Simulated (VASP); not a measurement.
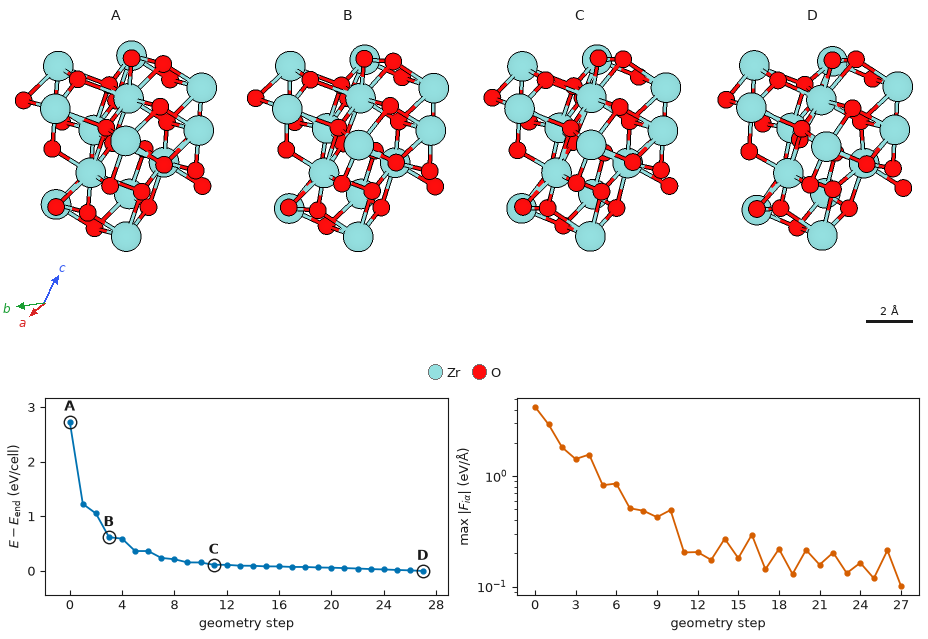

Frames of a relaxation of a defect cell of composition Zr₇O₁₅ (cell charge −1), marked on the history of the run. A ball-and-stick model of the atoms within 5.0 Å of the atom that moves most (axes of the cell of the calculation), seen from a free direction.

The run lets the atoms move in a fixed cell.

Method: VASP, Kohn-Sham DFT of a periodic cell, PBE, VASP PAW PBE potentials, recommended.

Input file:
```
SYSTEM = Zr7O15
  PREC = Accurate
  ENCUT = 520
  EDIFF = 1E-7
  ISMEAR = -1
  SIGMA = 0.01
  LREAL = Auto
  LASPH = .True.
  NELM = 100
  ALGO = Fast
  ISIF = 2
  LWAVE = .False.
  LCHARG = .False.
  GGA = PE
  IBRION = 2
  NSW = 100
  EDIFFG = -0.03
  NELECT = 175.0
```

Command:
```bash
cat potpaw_PBE.64/Zr_sv/POTCAR potpaw_PBE.64/O/POTCAR > POTCAR
mpirun -np 1 vasp_std > vasp.out
```

**What happens along the run?**

The run was cut off at its time limit before the relaxation converged, so the last structure is only a point on the way. The energy falls by 2.736 eV per cell of the calculation in 27 geometry steps. The largest force component goes from 4.3 to 0.1 eV/Å. An O atom moves most: 0.45 Å along [1 3 2]. By element the largest moves are O 0.45 Å, Zr 0.36 Å. The cell stays as it was. Among the contacts that change: O–Zr 2.433 → 3.069 Å, O–Zr 2.433 → 2.110 Å, O–Zr 2.433 → 2.146 Å, O–Zr 2.433 → 2.175 Å. Bond angles that change, for instance: Zr–O–Zr 109.1° → 133.5°, Zr–O–Zr 121.3° → 138.4°, Zr–O–Zr 109.1° → 125.9°. It ran on 1 thread of Intel(R) Xeon(R) Platinum 8488C (Sapphire Rapids) (shared host). From step 0 to 3: a Zr atom moves most (0.22 Å), energy −2.117 eV per cell of the calculation. From step 3 to 11: an O atom moves most (0.21 Å), energy −0.506 eV per cell of the calculation. From step 11 to 27: an O atom moves most (0.26 Å), energy −0.113 eV per cell of the calculation.

| step | E − E(0), meV/atom | largest force component, eV/Å |
| --- | --- | --- |
| 0 | 0.00 | 4.2529 |
| 1 | -68.54 | 2.9467 |
| 2 | -76.46 | 1.8235 |
| 3 | -96.24 | 1.4284 |
| 4 | -97.46 | 1.5679 |
| 5 | -107.78 | 0.8270 |
| 6 | -107.78 | 0.8566 |
| 7 | -113.51 | 0.5114 |
| 8 | -114.60 | 0.4857 |
| 9 | -117.24 | 0.4252 |
| 10 | -117.31 | 0.4927 |
| 11 | -119.22 | 0.2036 |
| 12 | -119.26 | 0.2051 |
| 13 | -119.98 | 0.1742 |
| 14 | -120.05 | 0.2709 |
| 15 | -120.56 | 0.1807 |
| 16 | -120.60 | 0.2948 |
| 17 | -121.02 | 0.1432 |
| 18 | -121.05 | 0.2190 |
| 19 | -121.46 | 0.1297 |
| 20 | -121.64 | 0.2145 |
| 21 | -121.98 | 0.1575 |
| 22 | -122.33 | 0.2032 |
| 23 | -122.79 | 0.1321 |
| 24 | -123.11 | 0.1640 |
| 25 | -123.53 | 0.1187 |
| 26 | -123.88 | 0.2127 |
| 27 | -124.36 | 0.1014 |

Limits of the set-up: the periodic images lie only 7.2 Å apart, so the values are limited by the cell's size; the cell is charged, on a uniform background, and energies carry no finite-size correction.
